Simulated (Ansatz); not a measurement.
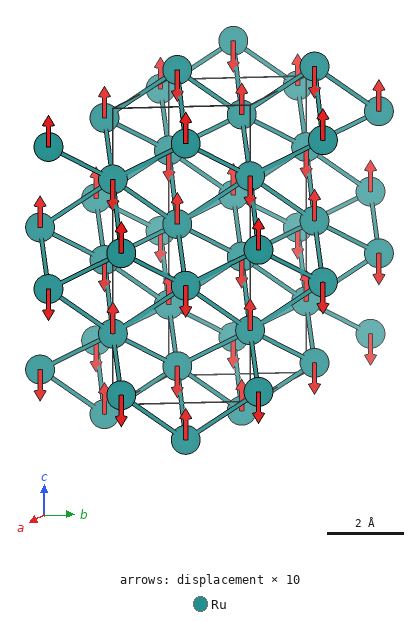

This is a relaxation of crystalline Ru (built on the grey arsenic (A7)_166 type). The starting structure is drawn; red arrows show the displacements (the part carried along by the change of the cell is left out), magnified 10 times.

The picture is a ball-and-stick view of the conventional cell (3 times the calculation's cell), seen slightly off an axis. Lengths and directions refer to the drawn axes.

Case: grey arsenic (A7) type (R-3m, No. 166).

Computed with DFT PBEsol, scalar-relativistic, plane waves, PAW in Ansatz 0.2.0. Settings: plane-wave cutoff 420 eV; k-point mesh 15 × 15 × 15; occupations gaussian; smearing width 0.1 eV; no spin polarisation; cell and atoms relaxed; force threshold 0.01 eV/Å; at most 80 steps.

What did the optimiser do to the structure, and how much energy did it gain?

The largest moves relative to the cell, 0.088 Å, are those of Ru atoms. The drawn cell changes as follows: a = b 3.637 → 3.507 Å (−3.6 %), c 8.026 → 8.590 Å (+7.0 %); the volume changes by −0.5 %. Near-neighbour distances that change, for instance: Ru–Ru 2.581 → 2.480 Å, Ru–Ru 2.406 → 2.480 Å. Among the angles between lasting bonds that change: Ru–Ru–Ru 98.2° → 90.0°, Ru–Ru–Ru 173.6° → 180.0°, Ru–Ru–Ru 85.9° → 90.0°. The space group (tolerance 0.01 Å) goes from R-3m (No. 166) to Pm-3m (No. 221). The energy falls by 13.2 meV per atom in 9 accepted moves (11 points after the start). Largest force component: 0.0078 eV/Å at the start, 0.00017 eV/Å at the end. Pressure: 0.43 GPa at the start and 0.00 GPa at the end. The SCF was repeated twice at an unchanged geometry on a basis and grid sized afresh for the cell, which shifted the energy by 0.1 meV per atom at most. The run took of the order of 2 core-minutes on a shared host.
